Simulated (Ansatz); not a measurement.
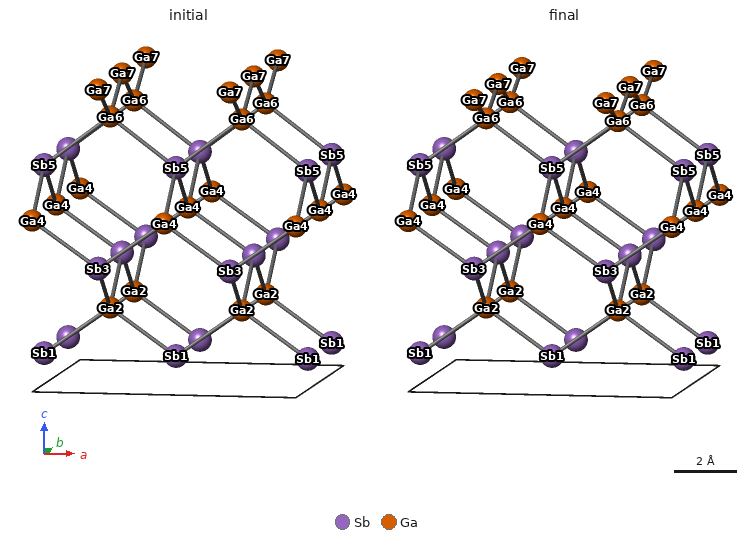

The structure of a slab of composition Ga4Sb3 (cut from the F-43m phase) before (left) and after (right) a constrained relaxation, at one scale.

A ball-and-stick model of the 2 × 2 repeat of the cell, outlined in the plane, without the vacuum, seen slightly off an axis.

Case: Ga put at a bridge Ga-Ga site. The slab is the (1 0 0) face of GaSb with Ga on it. 3 atoms are held fixed.

These are results of DFT PBEsol, scalar-relativistic, plane waves, PAW in Ansatz, not measurements.

The input:
```yaml
crystal:
  lattice:
    - [4.3212908977, 0.0, 0.0]
    - [0.0, 4.3212908977, 0.0]
    - [0.0, 0.0, 26.6390352431]
  atoms:
    - { symbol: Sb, position: [0.0, 0.5, 0.3190806245] }
    - { symbol: Ga, position: [0.5, 0.5, 0.3764328158] }
    - { symbol: Sb, position: [0.5, 0.0, 0.4337850073] }
    - { symbol: Ga, position: [0.0, 0.0, 0.4904864058] }
    - { symbol: Sb, position: [0.0, 0.5, 0.548649438] }
    - { symbol: Ga, position: [0.5, 0.5, 0.6094876654] }
    - { symbol: Ga, position: [0.5, 1.0, 0.652282008] }
basis:
  ecutwfc: 420
kpoints:
  mp_grid: { grid: [7, 7, 1] }
hamiltonian:
  xc: pbesol
scf:
  occupations: { method: gaussian, width: 0.1 }
output:
  forces: true
  eigenvalues: true
  write_density: true
  write_potential: true
  elf: true
  volumetric_format: npy
relax:
  adjacent_minimum: "off"
  f_tol: 0.03
  max_steps: 70
  constraints: [{ sites: [0, 1, 2] }]
efield:
  axis: 3
  dipole_correction: true
  ramp_width: 0.04
```

Command:
```bash
ansatz run input.yaml --threads 2 --pin off --max-ram 5120MiB --backend cpu --events-out ev --progress --plain --runs-dir out
```

Q: What changed between the two?

A: Over 4 geometry steps the energy falls by 0.114 eV per cell of the calculation. Largest force component: 0.55 eV/Å at the start, 0.0046 eV/Å at the end. The atom that moves furthest is Ga7 (0.34 Å along the normal (−c)). Sb stays in place. The lattice vectors keep their values. Among the contacts that change: Ga6–Ga7 2.443 → 2.323 Å, Sb5–Ga6 2.701 → 2.667 Å, Ga4–Sb5 2.659 → 2.668 Å, Sb3–Ga4 2.636 → 2.628 Å. Bond angles that change, for instance: Ga7–Ga6–Ga7 124.4° → 136.9°, Sb5–Ga6–Ga7 106.3° → 102.4°. Cost: 100 s on 2 threads of Intel(R) Xeon(R) Platinum 8488C (Sapphire Rapids), on a shared host, peak memory 0.95 GiB.

Limits of the set-up: the periodic images lie only 4.3 Å apart, so the values are limited by the cell's size.
